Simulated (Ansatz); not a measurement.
Run report: K, band-structure calculation

System: K (1 atom in the cell).
Method: DFT, PBE, PAW with Ansatz's default frozen-core files, scalar-relativistic, no spin polarisation (Ansatz 0.2.0).

It belongs to a series of runs on one base structure; here: volume scaled by 1, PAW files. Figures and captions count atoms from 1; the log counts them from 0 in places.

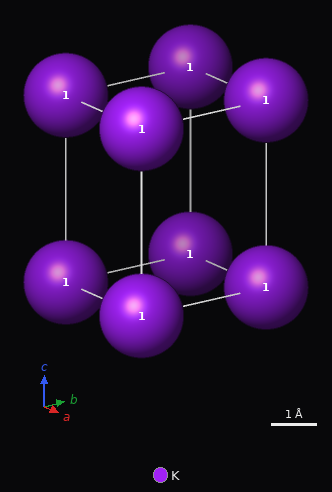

The structure (spheres-only view of the cell of the calculation, seen slightly off an axis; atoms are numbered from 1 in the order of the input). An atom can appear more than once, as a periodic image.

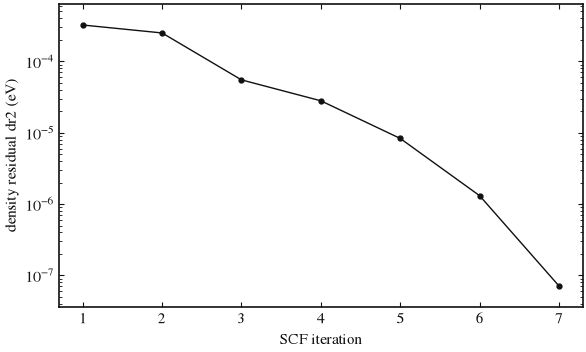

Convergence of the self-consistent field: density residual dr2 against the SCF iteration. The residual falls at every step.

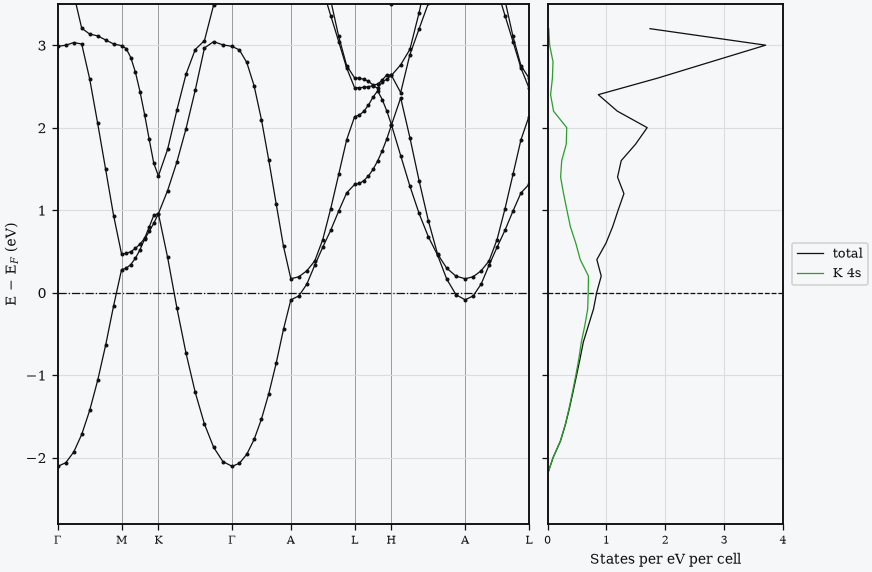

Band structure along Γ–M–K–Γ–A–L–H–A–L and density of states (projected on Löwdin-orthogonalised atomic shells), with energies from the Fermi level. Bands cross the Fermi level: a metal at this level of theory.

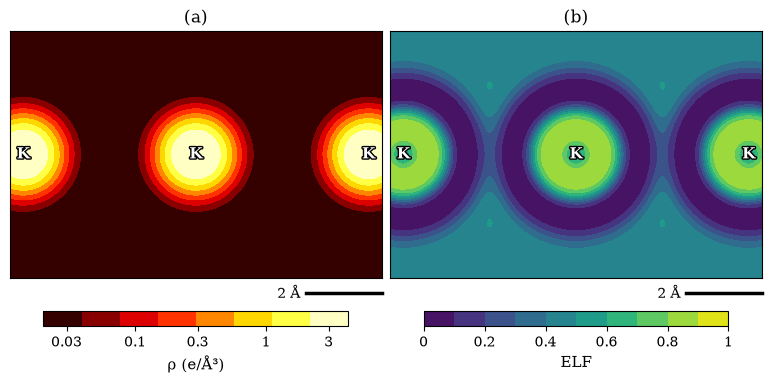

(a) valence electron density; (b) electron localisation function on the (101) plane of the conventional cell. Atoms in the plane: K. K–K (4.55 Å): ρ at the midpoint is about 0.02 e/Å³; the ELF is about 0.25 at the midpoint; no shared electron pair. Away from the nuclei the density in this plane falls to 0.01 e/Å³ at its lowest. The strong features right at K lie inside the PAW spheres (semicore, d or f shells) and say nothing about bonding. In a PAW calculation such maps are meaningful between the atoms, not at the nuclei.

The input and output of the run follow.

**Input**
```yaml
crystal:
  lattice:
    - [4.5501940904, 0.0, 0.0]
    - [-2.2750970452, 3.9405836744, 0.0]
    - [0.0, 0.0, 4.277182445]
  atoms:
    - { symbol: K, position: [0.0, 0.0, 0.0] }
kpoints:
  mp_grid: { grid: [10, 10, 9] }
  band_path:
    path:
      - [0.0, 0.0, 0.0]
      - [0.5, 0.0, 0.0]
      - [0.3333333333, 0.3333333333, 0.0]
      - [0.0, 0.0, 0.0]
      - [0.0, 0.0, 0.5]
      - [0.5, 0.0, 0.5]
      - [0.3333333333, 0.3333333333, 0.5]
      - [0.0, 0.0, 0.5]
      - [0.5, 0.0, 0.5]
    npoints: 8
scf:
  occupations: { method: fermi_dirac, width: 0.08 }
hamiltonian:
  xc: pbe
  pseudopotentials: { kind: paw }
output:
  forces: true
  stress: true
  eigenvalues: true
  populations: true
  dos: { projected: true, de: 0.2, e_range: [-14, 8] }
  write_density: true
  write_potential: true
  elf: true
  volumetric_format: npy
```

Launched with:
```bash
ansatz run input.yaml --threads 1 --pin off --max-ram 2048MiB --backend cpu --events-out ev --progress --plain --runs-dir out
```

**The program's output**
```
Engine: ansatz 0.2.0, aarch64-unknown-linux-gnu
Pseudopotentials: kind: paw
Pseudopotential: K, paw, valence charge 9, recommended cutoff 420 eV (normal), K.paw.azcp
Functional definition: PBE
  parameter kappa = 0.804
  parameter beta = 0.06672455060314922
  exchange = pbe_x(kappa = kappa, mu = beta*pi^2/3)
  correlation = pbe_c(beta = beta)
Crystal: 1 atoms, lattice volume = 76.692 Å³
Basis set: ecut = 420 eV, 1497 PW (Γ), exchange–correlation on 64×64×60 points (8 copies of the dense FFT grid, shifted against one another)
Bands: 9, of which v1, the nominal top of the filled ones, is band 5 counted from 1 (4 counted from 0)
Symmetry: 24 space group operations
Space group: P6/mmm (ITA 191), of the structure as read, at distance tolerance 4.2e-5 Å
k-points: 70 of 900
Non-local potential: K, projectors of the file, l = 0: 3, l = 1: 2, l = 2: 2
PAW form: soft (Blöchl's): semilocal exchange-correlation on the pseudo side does not see the compensation charge
PAW one-centre angular grid: K, 110 points (default); XC on 64 Gauss nodes
Initial density: superposition of atomic densities (neutral atoms: chi_scale 0, normalization atom), corrected by the library's trained network
Initial wavefunctions: pseudopotential atomic-orbital guess
Functional: x = pbe(κ = 0.804, μ = 0.2195149727645171), c = pbe(β = 0.06672455060314922)
SCF iter   1: F=—  HF=-1537.733422 eV  |F-HF|=—  |Δ(HF+E_count)|=         —  Δρ=5.17e-4  dr2=3.23e-4  ethr=1.77e-3  ⟨swp⟩=5.4  Hψ=4650  notcnv=0
preconditioner: auto → none  [metal: Δε(μ)=0.015 eV  Ē_g=3.846 eV  σ=0.080 eV  W_gap=0.05  n_scr=8 (ndim 8)  ℏωp=4.2 eV  f_vac=0.000  D(μ)=0.86/eV (n_scr^D=0)  sad-step TF]
SCF iter   2: F=—  HF=-1537.733162 eV  |F-HF|=—  |Δ(HF+E_count)|=   2.60e-4  Δρ=4.04e-4  dr2=2.50e-4  ethr=3.58e-6  ⟨swp⟩=2.5  Hψ=1499  notcnv=0
SCF iter   3: F=—  HF=-1537.733273 eV  |F-HF|=—  |Δ(HF+E_count)|=   1.11e-4  Δρ=2.80e-4  dr2=5.50e-5  ethr=2.78e-6  ⟨swp⟩=2.0  Hψ=919  notcnv=0
SCF iter   4: F=—  HF=-1537.733308 eV  |F-HF|=—  |Δ(HF+E_count)|=   3.52e-5  Δρ=2.05e-4  dr2=2.80e-5  ethr=6.11e-7  ⟨swp⟩=1.7  Hψ=685  notcnv=0
SCF iter   5: F=—  HF=-1537.733300 eV  |F-HF|=—  |Δ(HF+E_count)|=   8.75e-6  Δρ=1.10e-4  dr2=8.31e-6  ethr=3.11e-7  ⟨swp⟩=2.0  Hψ=952  notcnv=0
SCF iter   6: F=—  HF=-1537.733297 eV  |F-HF|=—  |Δ(HF+E_count)|=   3.17e-6  Δρ=4.34e-5  dr2=1.31e-6  ethr=9.24e-8  ⟨swp⟩=2.0  Hψ=935  notcnv=0
SCF iter   7: F=-1537.733296 eV  HF=-1537.733296 eV  |F-HF|=5.84e-8  |Δ(HF+E_count)|=   5.64e-7  Δρ=1.02e-5  dr2=7.11e-8  ethr=1.11e-9  ⟨swp⟩=5.4  Hψ=3150  notcnv=0
SCF 1 converged in 7 iterations: F = -1537.733296 eV  dr2 = 7.11e-8
  greatest PAW one-centre occupation: 0.988 electrons in one spin orbital (limit 2), on the K atom at site 0 (counted from 0), in its partial waves of l = 0
NSCF: frozen V_eff on 65 k-points
SCF converged after 7 iterations
Free energy (F): -1537.733296 eV
Harris-Foulkes:  -1537.733296 eV  (|F-HF|=5.84e-8)
Internal energy: -1537.715477 eV  (E = F + TS)
E sigma→0 (E₀):  -1537.724386 eV
Entropy (-TS):   -0.017819 eV (-17.819 meV/atom)
Fermi energy:    1.614639 eV
--- Per-component energies (eV) ---
  E_band       = -145.117306
  E_kinetic    = 252.146913
  E_local      = -770.861879  (includes V_loc(G=0)·N_el)
  E_nonlocal   = 12.949937
  E_hartree    = 276.270623
  E_xc         = -133.718083
  E_vxc        = -162.986982  (∫ρ·V_xc dr)
  E_paw        = -781.849956  (= ΣΔE_a)
  E_vpaw       = -28.899464  (= ΣTr[D̂ρ^β])
  E_aug_tail   = -0.000003  (compensation charges beyond the density's cutoff)
  E_ewald      = -392.653028
  E_smearing   = -0.017819  (= −TS)
  E_closure    = 0.000000  (closes the sum)
  Σ components = -1537.733296   (vs F -1537.733296, Δ=0.00e0)
--- Forces (eV/Å), atoms counted from 1 ---
  atom   1  K      0.00000000    -0.00000000     0.00000000
  max |Σ_I F_I| component: 5.14e-34 eV/Å
--- Stress (GPa, compression-positive) ---
       -0.000889       0.000000       0.000000
        0.000000      -0.000889       0.000000
        0.000000       0.000000       0.017367
  P = ⅓ Tr σ = 0.0052 GPa (0.052 kbar)
--- Band table (eV; the first three rows and the last of 70) ---
  k-point 0: bands = ["-30.6358", "-14.0814", "-14.0814", "-14.0813", "-0.4920", "4.6005", "5.7477", "5.7477", "7.8396"]
  k-point 1: bands = ["-30.6353", "-14.0919", "-14.0805", "-14.0805", "-0.3764", "4.4499", "5.7967", "5.7967", "7.5817"]
  k-point 2: bands = ["-30.6340", "-14.1186", "-14.0783", "-14.0783", "-0.0368", "3.9065", "5.9295", "5.9295", "7.1326"]
  k-point 69: bands = ["-30.6272", "-14.1554", "-14.1270", "-14.1142", "3.2505", "3.8174", "4.1792", "4.5096", "5.0289"]
--- Löwdin populations: 1 site ---
  site symbol       q [e]
     0      K      8.9507
  spilling = 0.005481 (of n_electrons = 9.000000)
```

**File dos.tsv**
```
# E-E_F[eV]	g_bin_mean(E)[states/eV]	N(E)
# format = ansatz-dos/2
# fermi_ev = 1.614639
# fermi_mp_grid = 10 10 9
# fermi_mp_shift = 0 0 0
# tetrahedron_fermi_ev = 1.626615
# g_bin_mean(E): the states in a bin one row spacing wide, centred on E, divided by that spacing. States that the method places at a single energy (under output.dos.method: tetrahedron, those of a tetrahedron whose four corners have one energy) are counted whole in the row whose bin holds that energy (on the edge of two bins, in the lower row). The sum of g_bin_mean over a run of rows, times the row spacing, is the number of states from half a spacing under the first of them to half a spacing over the last (a plain sum, not the trapezoid rule).
-14.000000	0.000000e0	8.000000e0
-13.800000	0.000000e0	8.000000e0
-13.600000	0.000000e0	8.000000e0
-13.400000	0.000000e0	8.000000e0
-13.200000	0.000000e0	8.000000e0
-13.000000	0.000000e0	8.000000e0
-12.800000	0.000000e0	8.000000e0
-12.600000	0.000000e0	8.000000e0
-12.400000	0.000000e0	8.000000e0
-12.200000	0.000000e0	8.000000e0
-12.000000	0.000000e0	8.000000e0
-11.800000	0.000000e0	8.000000e0
-11.600000	0.000000e0	8.000000e0
-11.400000	0.000000e0	8.000000e0
-11.200000	0.000000e0	8.000000e0
-11.000000	0.000000e0	8.000000e0
-10.800000	0.000000e0	8.000000e0
-10.600000	0.000000e0	8.000000e0
-10.400000	0.000000e0	8.000000e0
-10.200000	0.000000e0	8.000000e0
-10.000000	0.000000e0	8.000000e0
-9.800000	0.000000e0	8.000000e0
-9.600000	0.000000e0	8.000000e0
-9.400000	0.000000e0	8.000000e0
-9.200000	0.000000e0	8.000000e0
-9.000000	0.000000e0	8.000000e0
-8.800000	0.000000e0	8.000000e0
-8.600000	0.000000e0	8.000000e0
-8.400000	0.000000e0	8.000000e0
-8.200000	0.000000e0	8.000000e0
-8.000000	0.000000e0	8.000000e0
-7.800000	0.000000e0	8.000000e0
-7.600000	0.000000e0	8.000000e0
-7.400000	0.000000e0	8.000000e0
-7.200000	0.000000e0	8.000000e0
-7.000000	0.000000e0	8.000000e0
-6.800000	0.000000e0	8.000000e0
-6.600000	0.000000e0	8.000000e0
-6.400000	0.000000e0	8.000000e0
-6.200000	0.000000e0	8.000000e0
-6.000000	0.000000e0	8.000000e0
-5.800000	0.000000e0	8.000000e0
-5.600000	0.000000e0	8.000000e0
-5.400000	0.000000e0	8.000000e0
-5.200000	0.000000e0	8.000000e0
-5.000000	0.000000e0	8.000000e0
-4.800000	0.000000e0	8.000000e0
-4.600000	0.000000e0	8.000000e0
-4.400000	0.000000e0	8.000000e0
-4.200000	0.000000e0	8.000000e0
-4.000000	0.000000e0	8.000000e0
-3.800000	0.000000e0	8.000000e0
-3.600000	0.000000e0	8.000000e0
-3.400000	0.000000e0	8.000000e0
-3.200000	0.000000e0	8.000000e0
-3.000000	0.000000e0	8.000000e0
-2.800000	0.000000e0	8.000000e0
-2.600000	0.000000e0	8.000000e0
-2.400000	0.000000e0	8.000000e0
-2.200000	4.640406e-6	8.000000e0
-2.000000	9.424327e-2	8.003782e0
-1.800000	2.192457e-1	8.037946e0
-1.600000	3.036983e-1	8.091558e0
-1.400000	3.719461e-1	8.158851e0
-1.200000	4.333425e-1	8.239620e0
-1.000000	4.933116e-1	8.332431e0
-0.800000	5.520298e-1	8.436930e0
-0.600000	6.071583e-1	8.552846e0
-0.400000	6.934500e-1	8.680040e0
-0.200000	7.801734e-1	8.830552e0
0.000000	8.341952e-1	8.990308e0
0.200000	9.116342e-1	9.169182e0
0.400000	8.370749e-1	9.344207e0
0.600000	9.926927e-1	9.522092e0
0.800000	1.106497e0	9.728784e0
1.000000	1.199121e0	9.964156e0
1.200000	1.297357e0	1.021353e1
1.400000	1.188864e0	1.046451e1
1.600000	1.251601e0	1.070318e1
1.800000	1.495675e0	1.097661e1
2.000000	1.692483e0	1.129798e1
2.200000	1.185216e0	1.161218e1
2.400000	8.614983e-1	1.179173e1
2.600000	1.867972e0	1.203402e1
2.800000	2.785596e0	1.250916e1
3.000000	3.706093e0	1.319864e1
3.200000	1.740485e0	1.376842e1
3.400000	1.367887e0	1.402415e1
3.600000	1.811793e0	1.435163e1
3.800000	1.837755e0	1.472188e1
4.000000	1.915545e0	1.508976e1
4.200000	2.448053e0	1.551039e1
4.400000	3.118430e0	1.609315e1
4.600000	2.493768e0	1.665335e1
4.800000	2.171301e0	1.712279e1
5.000000	2.335742e0	1.756354e1
5.200000	7.172312e-1	1.790954e1
5.400000	1.565543e-1	1.796299e1
5.600000	7.755267e-2	1.798446e1
5.800000	3.394576e-2	1.799493e1
6.000000	1.111067e-2	1.799921e1
6.200000	6.740252e-4	1.800000e1
6.400000	0.000000e0	1.800000e1
6.600000	0.000000e0	1.800000e1
6.800000	0.000000e0	1.800000e1
7.000000	0.000000e0	1.800000e1
7.200000	0.000000e0	1.800000e1
7.400000	0.000000e0	1.800000e1
7.600000	0.000000e0	1.800000e1
7.800000	0.000000e0	1.800000e1
8.000000	0.000000e0	1.800000e1
```

**File populations.tsv**
```
# site	symbol	l	j	q
# orbitals = lowdin
# n_electrons = 9.000000
# spilling = 0.005481
0	K	0_3S	-	1.995142
0	K	0_4S	-	0.960021
0	K	1_3P	-	5.995510
```

**File rho_z.tsv**
```
# z_ang	rho[e/angstrom^3]
# format = ansatz-planar-average/11
# lattice	4.550194090	0.000000000	0.000000000
# lattice	-2.275097045	3.940583674	0.000000000
# lattice	0.000000000	0.000000000	4.277182445
# sites	1
# site	19	0.000000000	0.000000000	0.000000000
0.000000	3.987995e-1
0.142573	3.840152e-1
0.285145	3.391987e-1
0.427718	2.692709e-1
0.570291	1.904249e-1
0.712864	1.219002e-1
0.855436	7.383472e-2
0.998009	4.524469e-2
1.140582	2.992856e-2
1.283155	2.205693e-2
1.425727	1.805411e-2
1.568300	1.603040e-2
1.710873	1.501754e-2
1.853446	1.451788e-2
1.996018	1.428935e-2
2.138591	1.422283e-2
2.281164	1.428935e-2
2.423737	1.451788e-2
2.566309	1.501754e-2
2.708882	1.603040e-2
2.851455	1.805411e-2
2.994028	2.205693e-2
3.136600	2.992856e-2
3.279173	4.524469e-2
3.421746	7.383472e-2
3.564319	1.219002e-1
3.706891	1.904249e-1
3.849464	2.692709e-1
3.992037	3.391987e-1
4.134610	3.840152e-1
```

**File v_z.tsv**
```
# z_ang	v_es[eV]	v_tot[eV]
# format = ansatz-planar-average/11
# xc	pbe
# density_cutoff_ev	1680
# datasets	K=:simpson_from_first_knot:soft
# lattice	4.550194090	0.000000000	0.000000000
# lattice	-2.275097045	3.940583674	0.000000000
# lattice	0.000000000	0.000000000	4.277182445
# sites	1
# site	19	0.000000000	0.000000000	0.000000000
0.000000	-3.909392e0	-1.183136e1
0.142573	-3.708118e0	-1.153883e1
0.285145	-3.114442e0	-1.068559e1
0.427718	-2.173670e0	-9.344311e0
0.570291	-9.982129e-1	-7.672961e0
0.712864	2.127579e-1	-5.917517e0
0.855436	1.239012e0	-4.366144e0
0.998009	1.973562e0	-3.186509e0
1.140582	2.487757e0	-2.335926e0
1.283155	2.884068e0	-1.696061e0
1.425727	3.197814e0	-1.216288e0
1.568300	3.444900e0	-8.671994e-1
1.710873	3.632411e0	-6.791740e-1
1.853446	3.764809e0	-5.969159e-1
1.996018	3.843469e0	-5.213961e-1
2.138591	3.869767e0	-4.914880e-1
2.281164	3.843469e0	-5.213961e-1
2.423737	3.764809e0	-5.969159e-1
2.566309	3.632411e0	-6.791740e-1
2.708882	3.444900e0	-8.671994e-1
2.851455	3.197814e0	-1.216288e0
2.994028	2.884068e0	-1.696061e0
3.136600	2.487757e0	-2.335926e0
3.279173	1.973562e0	-3.186509e0
3.421746	1.239012e0	-4.366144e0
3.564319	2.127579e-1	-5.917517e0
3.706891	-9.982129e-1	-7.672961e0
3.849464	-2.173670e0	-9.344311e0
3.992037	-3.114442e0	-1.068559e1
4.134610	-3.708118e0	-1.153883e1
```

**Summary**

| quantity | value |
| --- | --- |
| outcome | converged |
| space group (tolerance 0.01 Å) | P6/mmm (191) |
| electrons treated | 9 |
| free energy | −1537.7333 eV |
| Fermi energy | 1.615 eV |
| pressure | 0.01 GPa |
| electronic character | metal |
| largest force (length of the vector) | under 0.001 eV/Å |
| hardware | 1 thread of Arm Neoverse V1, 112 GiB of memory available, shared host |
| wall time | 4.8 s |
| peak memory | 0.32 GiB |
